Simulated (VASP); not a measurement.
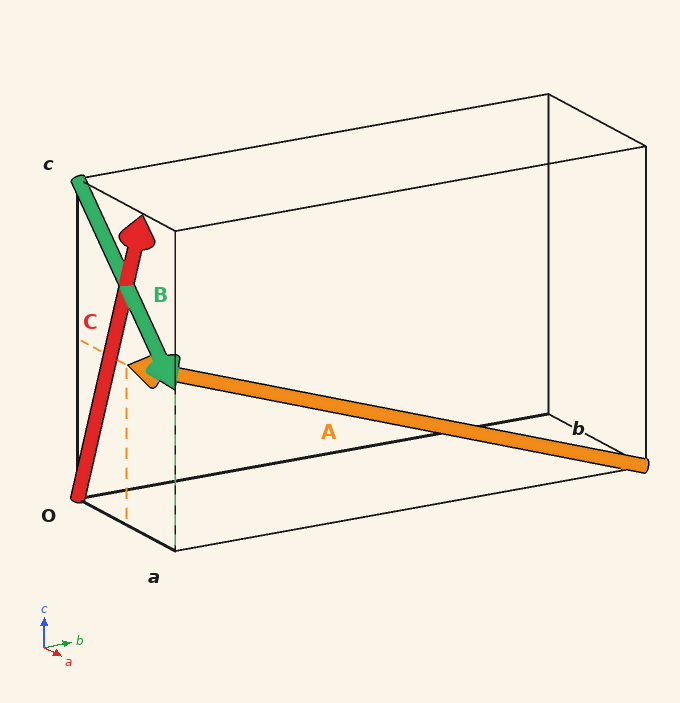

Each arrow starts at a corner of the unit cell and ends on its surface; where a tip isn't a corner, dashed lines run from it parallel to the axes. Crystal: BN, the end point of a relaxation with VASP Kohn-Sham DFT of a periodic cell, rSCAN, VASP PAW PBE potentials, recommended in VASP 6.6.1. The drawing is computed from the coordinates (standard cell, symmetry found to 0.002 Å).

a = 2.498 Å, b = 6.989 Å, c = 4.323 Å, α = 90.00°, β = 90.00°, γ = 90.00°.

Index the directions.

Answer. Arrow A runs from (1, 1, 0) to (1/2, 0, 1/2), so [−1 −2 1]; Arrow B runs from (0, 0, 1) to (1, 0, 1/2), so [2 0 −1]; Arrow C runs from (0, 0, 0) to (2/3, 0, 1), so [2 0 3].

How long is the vector ua + vb + wc in each case, and what angles do the directions make?

Answer. A 14.843 Å; B 6.607 Å; C 13.898 Å. A–B: 108.5°. A–C: 77.8°. B–C: 109.8°.
